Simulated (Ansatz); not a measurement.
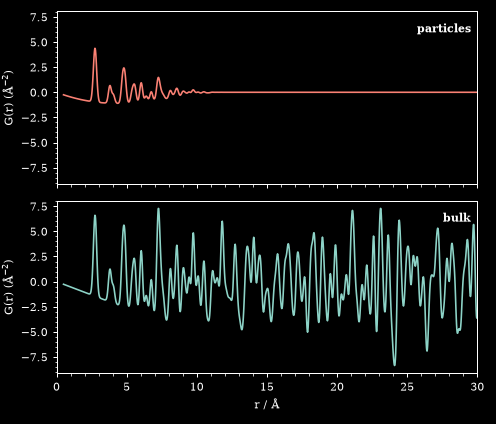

Simulated X-ray pair distribution function, G(r) = R(r)/r − 4πρ₀r, summed over the atomic distances of the structure with each pair weighted by the product of the atomic numbers (X-ray weights at Q = 0); every distance is a Gaussian of σ = 0.10 Å, for spherical particles of Ge with the bulk structure: the bulk G(r) is multiplied by the envelope of a sphere of diameter D, 1 − 3r/2D + r³/2D³, with no surface relaxation. The number density is 0.0422 atoms per Å³. It is based on the geometry relaxed with DFT PBE, scalar-relativistic, plane waves, PAW (Ansatz); the starting structure was generated, so it need not be a known form of this composition.

> How large are the particles?

About 12 Å (1.2 nm): the signal is half of the bulk amplitude at r ≈ 4.2 Å and vanishes at r = D, fading from view somewhat earlier.

> Roughly how many atoms does one particle hold?

About 38 (number density 0.0422 Å⁻³ times πD³/6).
